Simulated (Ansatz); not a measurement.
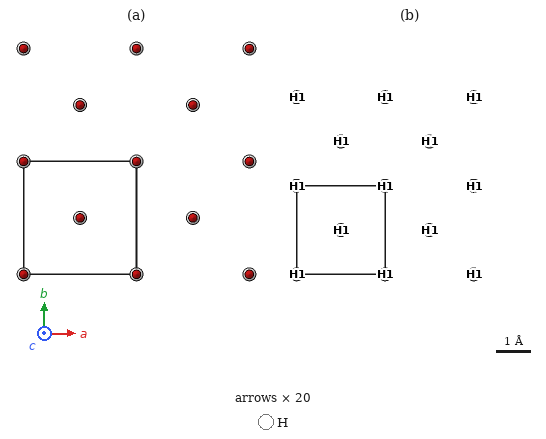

The structure of a crystal of H (set up in I4/mmm) before (left) and after (right) a relaxation, at one scale. The red arrows give the displacements (the part carried along by the change of the cell is left out), magnified 20 times.

Style: ball-and-stick. Shown: the conventional cell (2 times the calculation's cell), repeated 2 × 2 × 1 with one cell outlined, along the c axis. Lengths and directions refer to the drawn axes.

The run lets cell and atoms move.

Method: Kohn-Sham DFT of a periodic cell, PBE, Ansatz PAW (Ansatz).

Input
```yaml
crystal:
  lattice:
    - [-1.69153447, 1.69153447, 2.05847399]
    - [1.69153447, -1.69153447, 2.05847399]
    - [1.69153447, 1.69153447, -2.05847399]
  atoms:
    - { symbol: H, position: [0.09013771, 0.09013771, 0.0] }
    - { symbol: H, position: [0.90986229, 0.90986229, 0.0] }
hamiltonian:
  xc: pbe
  pseudopotentials: { kind: paw }
kpoints:
  mp_grid: { grid: [11, 11, 11] }
scf:
  occupations: { method: fermi_dirac, width: 0.05 }
output:
  forces: true
  stress: true
  eigenvalues: true
  write_density: true
  write_potential: true
  elf: true
  volumetric_format: npy
relax:
  f_tol: 0.01
  max_steps: 40
  cell: { stress_tol: 0.05, p_target: 5.0 }
```

Command:
```bash
ansatz run input.yaml --threads 2 --pin off --max-ram 5632MiB --backend cpu --events-out ev --progress --plain --runs-dir out
```

> What changed between the two?

Over 10 accepted moves (12 points after the start) the energy rises by 57.7 meV per atom. With the target pressure of 5 GPa, the enthalpy E + pV changes by −109 meV per atom. Largest force component: 0.28 eV/Å at the start, 0.0027 eV/Å at the end. The pressure goes from 0.86 to 4.98 GPa. The SCF was repeated twice at an unchanged geometry on a basis and grid sized afresh for the cell, which shifted the energy by 2.3 meV per atom at most. The largest moves relative to the cell, 0.043 Å, are those of H atoms. The drawn cell changes as follows: a = b 3.383 → 2.654 Å (−21.6 %), c 4.117 → 3.662 Å (−11.1 %); the volume changes by −45.3 %. The space group stays I4/mmm (No. 139). The run took 6.2 s on 2 threads of Arm Neoverse V2, with other jobs on the host, peak memory 0.27 GiB.
